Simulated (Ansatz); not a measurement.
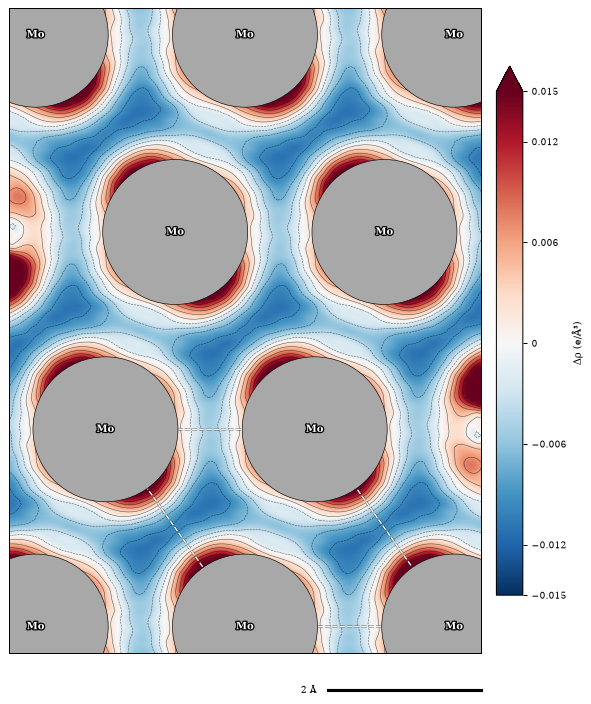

Mo. Difference of the valence pseudo-densities of two functionals at the same geometry, on the (101̄) plane of the calculation cell: one of B3LYP and r2SCAN0 less the other.

Both computed with Ansatz (plane waves, PAW), on the same k-point mesh. Grey discs cover the atomic cores.

Which was subtracted from which, and what does the map show?

Answer. It is B3LYP less r2SCAN0. Against r2SCAN0, B3LYP gives a change of −0.005 e/Å³ at the midpoint of Mo–Mo.
